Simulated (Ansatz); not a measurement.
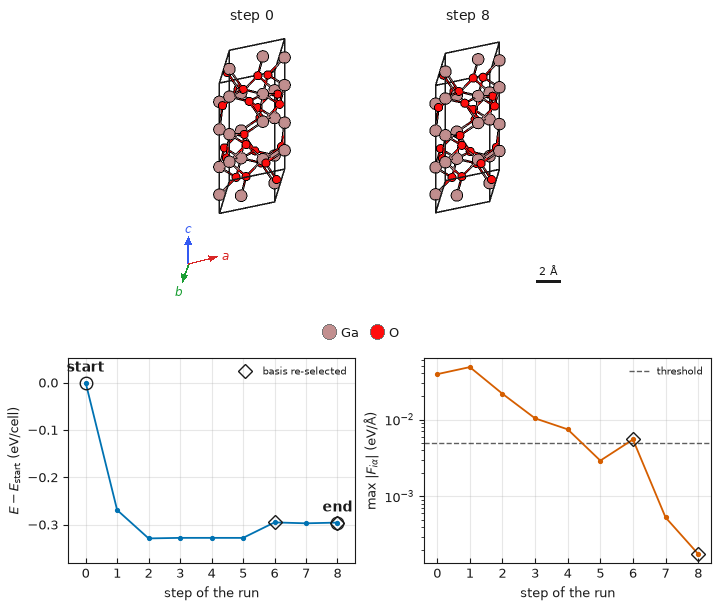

First and last geometry of a relaxation of solid Ga$_{2}$O$_{3}$ (built on the corundum type), with the history of the run. The picture is a ball-and-stick view of the conventional cell (3 times the calculation's cell), seen from a free direction. Lengths and directions refer to the drawn axes.

The calculation used DFT, LDA, plane waves, PAW (Ansatz). Set-up: plane-wave cutoff 420 eV; k-point mesh 6 × 6 × 6; occupations fermi dirac; smearing width 0.02 eV; no spin polarisation; cell and atoms relaxed; force threshold 0.005 eV/Å.

> What do the curves and the structures tell?

It converged. The atoms keep their places relative to the cell (all moves are under 0.005 Å). The volume changes by −6.4 %, with a = b 5.058 → 4.950 Å (−2.1 %), c 13.623 → 13.306 Å (−2.3 %). Some distances before and after: Ga–O 2.105 → 2.056 Å, Ga–O 1.952 → 1.911 Å. The space group stays R-3c (No. 167). The energy falls by 0.296 eV per cell of the calculation in 6 accepted moves (8 points after the start). Largest force component: 0.039 eV/Å at the start, 0.00018 eV/Å at the end. The pressure goes from −13.74 to −0.02 GPa. At 2 points the geometry stayed and the basis and grid were re-selected for the new cell (energy shift of 32.7 meV per cell of the calculation at most each time). Cost: 11 s on 4 threads of Intel(R) Xeon(R) 6975P-C (Granite Rapids), on a shared host, peak memory 0.57 GiB.
